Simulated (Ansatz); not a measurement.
# Hf$_{8}$H$_{2}$O$_{17}$: geometry relaxation (part 3 of 3)

Hf$_{8}$H$_{2}$O$_{17}$ (slab, 27 atoms in the cell); DFT PBE+D3(BJ), scalar-relativistic, plane waves, PAW, no spin polarisation (Ansatz 0.2.0); cutoff 420 eV, 2×3×1 k-mesh, Gaussian smearing of 0.05 eV. The structure derives from a Materials Project entry. The input holds or restrains some coordinates. Forces given for the steps count only the free coordinates. It belongs to a series of runs on one base structure; here: 1 H2O a cell, tilted, over a bridge Hf-O site.

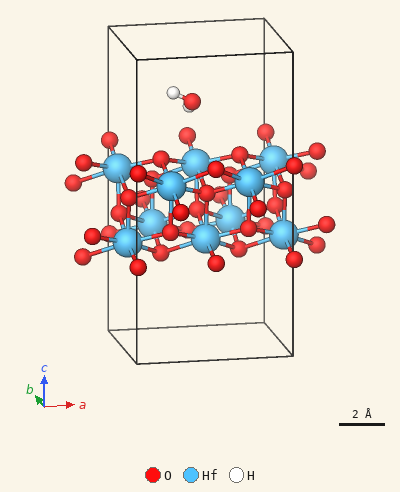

The geometry at step 21 of the log (ball-and-stick view of the cell of the calculation, with the vacuum cut short, seen slightly off an axis; bonded neighbours outside the cell are drawn too).

The program's output, continued:
```
  k-point 2: bands = ["-61.8204", "-61.7954", "-61.7909", "-61.7830", "-61.7284", "-61.4356", "-61.2416", "-61.2278", "-30.7195", "-30.7074", "-30.6281", "-30.6173", "-30.5532", "-30.5329", "-30.4946", "-30.4804", "-30.4438", "-30.4291", "-30.4215", "-30.4072", "-30.3973", "-30.3823", "-30.3206", "-30.2656", "-30.1715", "-30.0877", "-30.0737", "-30.0584", "-29.9723", "-29.9635", "-29.9116", "-29.9015", "-20.5670", "-18.3523", "-18.3280", "-17.8182", "-17.7873", "-17.5806", "-17.5219", "-17.4027",
      "-17.2269", "-16.8503", "-16.7999", "-16.7787", "-16.7665", "-16.4030", "-16.2326", "-15.8409", "-15.8364", "-11.7460", "-11.7421", "-11.7307", "-11.7229", "-11.7194", "-11.7171", "-11.7143", "-11.7117", "-11.7087", "-11.7064", "-11.7006", "-11.6983", "-11.6941", "-11.6875", "-11.6815", "-11.6774", "-11.6713", "-11.6705", "-11.6665", "-11.6634", "-11.6479", "-11.6342", "-11.6337", "-11.6321", "-11.6286", "-11.6274", "-11.6232", "-11.6184", "-11.6160", "-11.6119", "-11.6095",
      "-11.6089", "-11.5995", "-11.5958", "-11.5645", "-11.3452", "-11.3444", "-11.3283", "-11.3164", "-11.3073", "-11.2872", "-11.2681", "-11.1468", "-11.1383", "-11.1355", "-11.1333", "-11.1235", "-11.1199", "-11.1150", "-11.1131", "-11.0956", "-11.0901", "-11.0769", "-11.0685", "-11.0499", "-11.0412", "-8.3433", "-5.7146", "-5.6945", "-5.4415", "-5.4089", "-5.2860", "-5.2723", "-5.2002", "-5.1886", "-4.9360", "-4.7568", "-4.7102", "-4.6091", "-4.5169", "-4.3766",
      "-4.3455", "-4.2077", "-4.1555", "-4.0091", "-3.9848", "-3.7924", "-3.6566", "-3.4949", "-3.3951", "-3.1613", "-2.9324", "-2.8803", "-2.5565", "-2.5248", "-2.3484", "-2.3242", "-2.2682", "-2.2259", "-2.1343", "-2.1081", "-2.0120", "-1.9082", "-1.8597", "-1.8023", "-1.7296", "-1.6771", "-1.6647", "-1.5772", "-1.5358", "-1.4976", "-1.3136", "-1.2996", "-1.0687", "-1.0021", "-0.7780", "-0.7221", "3.5690", "3.5845", "3.7429", "3.8417",
      "3.9765", "3.9937", "4.0542", "4.0731", "4.1133", "4.1544", "4.4429", "4.4897", "4.5101", "4.5785", "4.6532", "4.7546", "4.8209", "4.9200", "4.9928", "5.0658", "5.2927", "5.4356", "5.5854", "5.6446", "6.0539", "6.2627", "6.3218", "6.3563", "6.5508", "6.6656", "6.6984", "6.7394"]
  k-point 3: bands = ["-61.8204", "-61.7954", "-61.7909", "-61.7830", "-61.7285", "-61.4356", "-61.2416", "-61.2278", "-30.7186", "-30.7067", "-30.6311", "-30.6190", "-30.5456", "-30.5324", "-30.4979", "-30.4819", "-30.4437", "-30.4357", "-30.4235", "-30.4053", "-30.3920", "-30.3722", "-30.3308", "-30.2718", "-30.1546", "-30.0968", "-30.0733", "-30.0604", "-29.9680", "-29.9606", "-29.9146", "-29.9058", "-20.5664", "-18.2287", "-18.2120", "-17.8864", "-17.8543", "-17.5836", "-17.5405", "-17.3085",
      "-17.1265", "-16.9194", "-16.8779", "-16.8447", "-16.8101", "-16.4264", "-16.2537", "-15.8698", "-15.8649", "-11.7458", "-11.7422", "-11.7308", "-11.7232", "-11.7193", "-11.7174", "-11.7141", "-11.7119", "-11.7088", "-11.7062", "-11.7006", "-11.6987", "-11.6941", "-11.6877", "-11.6808", "-11.6781", "-11.6716", "-11.6708", "-11.6660", "-11.6631", "-11.6463", "-11.6398", "-11.6353", "-11.6299", "-11.6278", "-11.6262", "-11.6224", "-11.6165", "-11.6142", "-11.6132", "-11.6104",
      "-11.6080", "-11.6005", "-11.5938", "-11.5765", "-11.3459", "-11.3446", "-11.3295", "-11.3167", "-11.3085", "-11.2863", "-11.2706", "-11.1470", "-11.1383", "-11.1362", "-11.1347", "-11.1238", "-11.1207", "-11.1159", "-11.1138", "-11.0964", "-11.0911", "-11.0772", "-11.0695", "-11.0511", "-11.0436", "-8.3425", "-5.5755", "-5.5579", "-5.4061", "-5.3765", "-5.2908", "-5.2730", "-5.0883", "-5.0071", "-4.9426", "-4.8627", "-4.8417", "-4.7365", "-4.6125", "-4.3782",
      "-4.3337", "-4.1448", "-4.0526", "-3.8274", "-3.7850", "-3.6407", "-3.5850", "-3.4494", "-3.3762", "-3.1840", "-3.0618", "-3.0177", "-2.7415", "-2.7104", "-2.6393", "-2.4065", "-2.3330", "-2.2418", "-2.2222", "-2.1689", "-2.0198", "-1.9618", "-1.9469", "-1.9110", "-1.7673", "-1.7498", "-1.6865", "-1.6302", "-1.3895", "-1.3332", "-1.2036", "-1.1818", "-0.9702", "-0.9625", "-0.6402", "-0.6042", "3.5442", "3.5629", "3.7767", "3.9144",
      "4.0447", "4.0724", "4.1207", "4.1494", "4.1904", "4.2070", "4.3739", "4.4243", "4.4668", "4.5199", "4.5973", "4.6930", "4.8680", "4.9247", "4.9372", "5.0639", "5.2043", "5.5372", "5.6231", "5.6691", "6.1834", "6.2131", "6.4666", "6.5344", "6.5999", "6.6310", "6.8218", "6.8801"]
--- Relaxed structure (31 steps of the walk, 30 accepted, 0 SCFs on fresh bases) ---
  F+E_penalty+E_count = -135489.31818554 eV   max|allowed force component| = 2.879e-2 eV/Å
  atoms:
    - { symbol: O, position: [0.24999999999999997, 0.5267463580999999, 0.3436250693] }
    - { symbol: O, position: [0.75, 0.5267463580999999, 0.3436250693] }
    - { symbol: O, position: [0.0, 0.9554113498, 0.3569688386] }
    - { symbol: O, position: [0.49999999999999994, 0.9554113498, 0.3569688386] }
    - { symbol: Hf, position: [0.24999999999999997, 0.8214384719, 0.38202950959999993] }
    - { symbol: Hf, position: [0.75, 0.8214384719, 0.38202950959999993] }
    - { symbol: Hf, position: [0.0, 0.3214384719, 0.38202950959999993] }
    - { symbol: Hf, position: [0.49999999999999994, 0.3214384719, 0.38202950959999993] }
    - { symbol: O, position: [0.24999999999999997, 0.18746559399999999, 0.40709018069999997] }
    - { symbol: O, position: [0.75, 0.18746559399999999, 0.40709018069999997] }
    - { symbol: O, position: [0.0, 0.6161305857, 0.42043395] }
    - { symbol: O, position: [0.49999999999999994, 0.6161305857, 0.42043395] }
    - { symbol: O, position: [0.25601756536168996, 0.8428667448125334, 0.46998454958126595] }
    - { symbol: O, position: [0.7471844138556119, 0.8444289396788092, 0.4701014024891407] }
    - { symbol: O, position: [-0.0008974820221986252, 0.27065327313817933, 0.4735984771576519] }
    - { symbol: O, position: [0.4985001550164023, 0.2818042917567601, 0.47546486670654264] }
    - { symbol: Hf, position: [0.24643264108777904, 0.1468358627252417, 0.5022370650372315] }
    - { symbol: Hf, position: [0.7462185315194672, 0.14946941325034155, 0.502377247408974] }
    - { symbol: Hf, position: [0.001994480415668333, 0.6602305380553128, 0.5073193058707777] }
    - { symbol: Hf, position: [0.5053199129982402, 0.6571222663935793, 0.509435608239506] }
    - { symbol: O, position: [0.24180335799728295, 0.4937920858096507, 0.5335715107534257] }
    - { symbol: O, position: [0.7571682983107831, 0.4954254614470706, 0.5317762061825473] }
    - { symbol: O, position: [0.006816117057786695, 0.9591300716611301, 0.543842028202017] }
    - { symbol: O, position: [0.5053660020123646, 0.9716720723157974, 0.5448532658206265] }
    - { symbol: O, position: [0.48447963524955195, -0.3511794406762177, 0.6134152464924373] }
    - { symbol: H, position: [0.35510661660394227, -0.3958010476488671, 0.6174098528473781] }
    - { symbol: H, position: [0.48108918066868106, -0.1947475006901137, 0.6101857424470389] }
```

Trajectory as extended XYZ (Å, eV, eV/Å), 4 of the 31 frames kept, from step=1 to step=31:
```
27
Lattice="7.1747 0.0000 0.0000 0.0000 6.3274 0.0000 0.0000 0.0000 23.2812" Properties=species:S:1:pos:R:3:forces:R:3 step=1 energy=-135488.47974
O     1.7937    3.3329    8.0000   -0.0002  -0.6224  -0.0327
O     5.3810    3.3329    8.0000    0.0003  -0.6216  -0.0334
O     0.0000    6.0453    8.3107    0.0025   0.8921  -0.6381
O     3.5874    6.0453    8.3107   -0.0024   0.8919  -0.6386
Hf    1.7937    5.1976    8.8941    0.0018  -1.6560  -0.4331
Hf    5.3810    5.1976    8.8941   -0.0019  -1.6530  -0.4262
Hf    0.0000    2.0339    8.8941   -0.0099   1.4562   0.5075
Hf    3.5874    2.0339    8.8941    0.0098   1.4567   0.5106
O     1.7937    1.1862    9.4775    0.0003  -0.4387   0.1764
O     5.3810    1.1862    9.4775    0.0000  -0.4358   0.1658
O     0.0000    3.8985    9.7882    0.0045   0.3628   0.4334
O     3.5874    3.8985    9.7882   -0.0043   0.3680   0.4308
O     1.7937    5.3369   10.9285   -0.0272  -0.0176  -0.0042
O     5.3810    5.3369   10.9285    0.0260  -0.0121  -0.0020
O     0.0000    1.7510   11.0664    0.0227   0.0095  -0.0056
O     3.5874    1.7510   11.0664   -0.0209   0.0344  -0.0020
Hf    1.7937    0.9128   11.7074   -0.0103  -0.0503  -0.2468
Hf    5.3810    0.9128   11.7074   -0.0381  -0.0040   0.1015
Hf    0.0000    4.1611   11.8241   -0.1259   0.0083   0.0040
Hf    3.5874    4.1611   11.8241    0.1462   0.0683  -0.0027
O     1.7937    3.1604   12.4387    0.0220  -0.0003   0.1127
O     5.3810    3.1604   12.4387    0.0019  -0.0018  -0.0667
O     0.0000    6.0676   12.6503    0.1021  -0.0021  -0.0026
O     3.5874    6.0676   12.6503   -0.0435   0.1329  -0.6629
O     3.0665   -0.4151   15.2382   -0.8825  -0.0830   0.0799
H     2.5214   -1.2034   14.9891    0.3997   0.8913   0.2040
H     2.6905    0.3265   14.7003    0.4270  -0.9742   0.4706
27
Lattice="7.1747 0.0000 0.0000 0.0000 6.3274 0.0000 0.0000 0.0000 23.2812" Properties=species:S:1:pos:R:3:forces:R:3 step=11 energy=-135488.91955 accepted=F
O     1.7937    3.3329    8.0000    0.0028  -0.6303  -0.0302
O     5.3810    3.3329    8.0000   -0.0074  -0.6230  -0.0373
O     0.0000    6.0453    8.3107    0.0094   0.9018  -0.6311
O     3.5874    6.0453    8.3107   -0.0105   0.8961  -0.6429
Hf    1.7937    5.1976    8.8941    0.0221  -1.7485  -0.5875
Hf    5.3810    5.1976    8.8941   -0.0345  -1.6720  -0.4079
Hf    0.0000    2.0339    8.8941   -0.0795   1.5035   0.4170
Hf    3.5874    2.0339    8.8941    0.0784   1.5062   0.5255
O     1.7937    1.1862    9.4775    0.0375  -0.4837   0.1170
O     5.3810    1.1862    9.4775   -0.0460  -0.4288   0.1335
O     0.0000    3.8985    9.7882   -0.0300   0.4574   0.5445
O     3.5874    3.8985    9.7882   -0.0176   0.3391   0.6577
O     1.7976    5.3301   10.9212   -0.0340  -0.1196   0.1150
O     5.3675    5.3452   10.9272    0.0491  -0.0258   0.2391
O    -0.0015    1.7502   11.0469   -0.1073  -0.0663   0.0040
O     3.5878    1.7525   11.0693    0.0267   0.0049  -0.0536
Hf    1.7832    0.9087   11.6790    0.0543   0.1921   0.3378
Hf    5.3909    0.9205   11.7060   -0.0284   0.1691  -0.0389
Hf    0.0002    4.1731   11.8310   -0.0782  -0.0898  -0.0910
Hf    3.5702    4.1459   11.8427    0.0963  -0.0984  -0.3186
O     1.7705    3.1324   12.4309    0.1282   0.2926  -0.0536
O     5.3846    3.1451   12.4161   -0.0352   0.1719   0.0156
O     0.0209    6.0867   12.6586   -0.0972  -0.1608  -0.1997
O     3.5515    6.0855   12.6534    0.1135  -0.2327  -0.0025
O     3.2559   -0.7311   15.4060    0.4125  -0.0596   0.1769
H     2.3220   -0.9217   15.5361   -0.3350  -0.0203   0.0139
H     3.3455   -0.4490   14.4744   -0.0901   0.0250  -0.2025
27
Lattice="7.1747 0.0000 0.0000 0.0000 6.3274 0.0000 0.0000 0.0000 23.2812" Properties=species:S:1:pos:R:3:forces:R:3 step=21 energy=-135489.16080
O     1.7937    3.3329    8.0000   -0.0238  -0.6208  -0.0336
O     5.3810    3.3329    8.0000    0.0212  -0.6190  -0.0355
O     0.0000    6.0453    8.3107   -0.0008   0.9051  -0.6271
O     3.5874    6.0453    8.3107   -0.0027   0.8939  -0.6517
Hf    1.7937    5.1976    8.8941    0.1280  -1.7214  -0.2894
Hf    5.3810    5.1976    8.8941   -0.1197  -1.7084  -0.3612
Hf    0.0000    2.0339    8.8941   -0.0234   1.4545   0.3912
Hf    3.5874    2.0339    8.8941    0.0107   1.6311   0.4449
O     1.7937    1.1862    9.4775    0.0279  -0.4601   0.1228
O     5.3810    1.1862    9.4775   -0.1050  -0.4579   0.1281
O     0.0000    3.8985    9.7882   -0.0062   0.5135   0.3528
O     3.5874    3.8985    9.7882    0.0141   0.3507   0.5980
O     1.8133    5.3399   10.9365    0.0146   0.0305  -0.0433
O     5.3673    5.3419   10.9337    0.0026   0.0485   0.0222
O    -0.0051    1.7473   11.0420   -0.0490  -0.0532   0.0230
O     3.5828    1.7723   11.0584    0.0458   0.0087  -0.0022
Hf    1.7827    0.9363   11.6874   -0.0508   0.0008   0.0274
Hf    5.3719    0.9325   11.6940    0.0244   0.0104  -0.0103
Hf   -0.0132    4.1771   11.8118    0.1184  -0.0354   0.0408
Hf    3.5818    4.1463   11.8522   -0.1176  -0.0269   0.1196
O     1.7662    3.1448   12.4030   -0.0486  -0.0260  -0.0246
O     5.3910    3.1605   12.4069    0.0179  -0.0821   0.0032
O     0.0123    6.0759   12.6462   -0.0225   0.0494   0.0203
O     3.5990    6.1337   12.6540    0.0638   0.0427   0.0518
O     3.4725   -1.8776   14.6585   -0.2975   0.4239  -0.1294
H     2.6025   -1.8738   15.1113    0.3953  -0.1186  -0.3010
H     3.5292   -0.9684   14.2293   -0.0189  -0.4330   0.1677
27
Lattice="7.1747 0.0000 0.0000 0.0000 6.3274 0.0000 0.0000 0.0000 23.2812" Properties=species:S:1:pos:R:3:forces:R:3 step=31 energy=-135489.31819
O     1.7937    3.3329    8.0000   -0.0370  -0.6034  -0.0409
O     5.3810    3.3329    8.0000    0.0477  -0.5927  -0.0424
O     0.0000    6.0453    8.3107   -0.0141   0.8870  -0.6207
O     3.5874    6.0453    8.3107    0.0088   0.8799  -0.6601
Hf    1.7937    5.1976    8.8941    0.2292  -1.7554  -0.2691
Hf    5.3810    5.1976    8.8941   -0.1868  -1.7436  -0.2806
Hf    0.0000    2.0339    8.8941   -0.0067   1.3730   0.3557
Hf    3.5874    2.0339    8.8941   -0.0245   1.7385   0.4808
O     1.7937    1.1862    9.4775    0.1264  -0.4919   0.0996
O     5.3810    1.1862    9.4775   -0.2614  -0.4606   0.1199
O     0.0000    3.8985    9.7882    0.0413   0.5214   0.4256
O     3.5874    3.8985    9.7882    0.0831   0.2393   0.4479
O     1.8369    5.3332   10.9418    0.0055   0.0014  -0.0032
O     5.3608    5.3431   10.9445    0.0059  -0.0003   0.0115
O    -0.0064    1.7125   11.0259    0.0040  -0.0041  -0.0006
O     3.5766    1.7831   11.0694    0.0100  -0.0125  -0.0056
Hf    1.7681    0.9291   11.6927   -0.0150  -0.0024   0.0068
Hf    5.3539    0.9458   11.6959   -0.0078   0.0231  -0.0037
Hf    0.0143    4.1776   11.8110   -0.0040  -0.0022  -0.0100
Hf    3.6255    4.1579   11.8603   -0.0198   0.0227  -0.0057
O     1.7349    3.1244   12.4222    0.0056   0.0069   0.0003
O     5.4325    3.1348   12.3804    0.0077  -0.0067  -0.0036
O     0.0489    6.0688   12.6613    0.0033  -0.0009   0.0031
O     3.6259    6.1482   12.6848    0.0053  -0.0096  -0.0155
O     3.4760   -2.2221   14.2810   -0.0070   0.0210   0.0016
H     2.5478   -2.5044   14.3740   -0.0230  -0.0288   0.0069
H     3.4517   -1.2322   14.2058    0.0231   0.0008   0.0017
```

Summary:

```json
{"quantity": "outcome", "value": "converged under the restraints of the input"}
{"quantity": "electrons treated", "value": "312"}
{"quantity": "free energy", "value": "−135489.3182 eV"}
{"quantity": "work function, top face", "value": "4.08 eV"}
{"quantity": "work function, bottom face", "value": "4.42 eV"}
{"quantity": "Fermi energy", "value": "1.367 eV"}
{"quantity": "gap on the k-point mesh", "value": "3.79 eV"}
{"quantity": "final volume", "value": "1056.91 Å³"}
{"quantity": "work function (upper face)", "value": "4.08 eV"}
{"quantity": "largest force (length of the vector) at the end, held atoms and coordinates included", "value": "1.804 eV/Å"}
{"quantity": "hardware", "value": "4 threads of Arm Neoverse V2, 24 GiB of memory available, shared host"}
{"quantity": "wall time", "value": "15 min (CPU time 47 min)"}
{"quantity": "peak memory", "value": "3 GiB"}
```

Spin–orbit coupling is left out, which matters for Hf.
